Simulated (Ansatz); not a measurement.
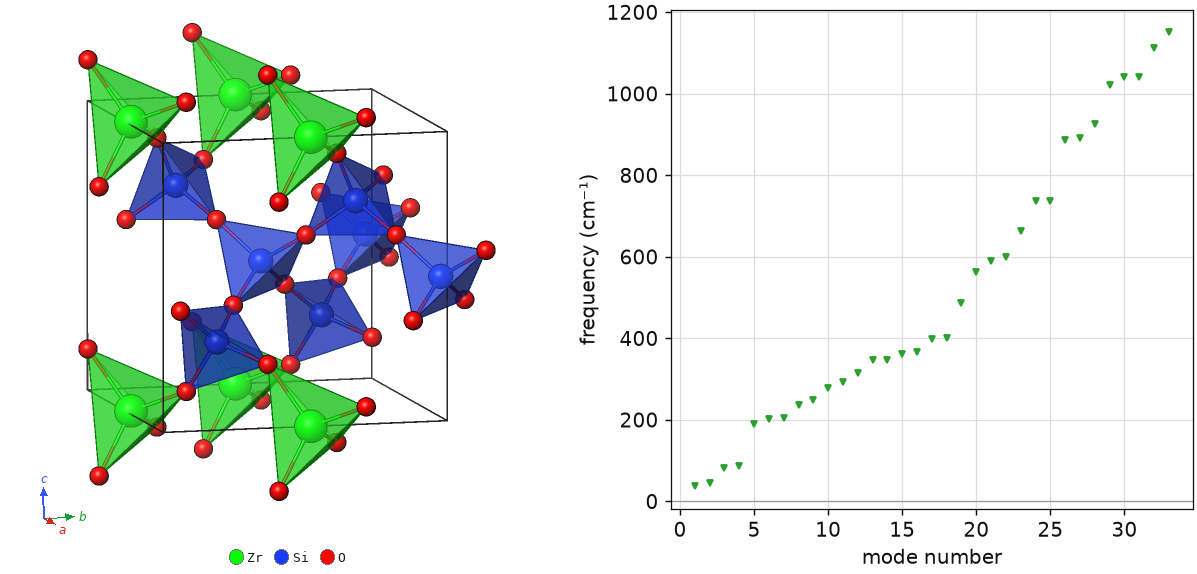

Computed with Ansatz 0.2.0: harmonic phonon frequencies at the zone centre with atoms at rest in the given cell, without the long-range term of polar modes, the three translations left out, imaginary frequencies are negative; plane waves with PAW datasets, Γ-centred k mesh. Level: PBE, no spin polarisation.

wave cutoff 420 eV; k mesh 4×4×4; occupations fixed; pressure 0 GPa; phonon method linear response.

The given structure:
```yaml
crystal:
  lattice:
    - [3.76329, -3.83106, -0.00046]
    - [3.76329, 3.83106, -0.00046]
    - [-0.00420, 0.00000, 7.61347]
  atoms:
    - { symbol: Zr, position: [0.47984, 0.52016, 0.00000] }
    - { symbol: Si, position: [0.97515, 0.47605, 0.73037] }
    - { symbol: Si, position: [0.52395, 0.02485, 0.26963] }
    - { symbol: Si, position: [0.02310, 0.97690, 0.50000] }
    - { symbol: O, position: [0.04203, 0.23984, 0.60580] }
    - { symbol: O, position: [0.53173, 0.85780, 0.09014] }
    - { symbol: O, position: [0.14220, 0.46827, 0.90986] }
    - { symbol: O, position: [0.76016, 0.95797, 0.39420] }
    - { symbol: O, position: [0.03777, 0.73932, 0.63167] }
    - { symbol: O, position: [0.53792, 0.31487, 0.20869] }
    - { symbol: O, position: [0.68513, 0.46208, 0.79131] }
    - { symbol: O, position: [0.26068, 0.96223, 0.36833] }
```

**Figure.** Zone-centre optical phonon frequencies (the three acoustic modes are left out) for ZrSi₃O₈, space group C2 (No. 5) (cell built by us, not taken from a database). The conventional cell is drawn beside the plot.

No frequency is imaginary, so the structure is stable to these displacements (zone-boundary modes weren't tested here). The highest mode lies at 1151.0 cm⁻¹ (without the field of polar modes).
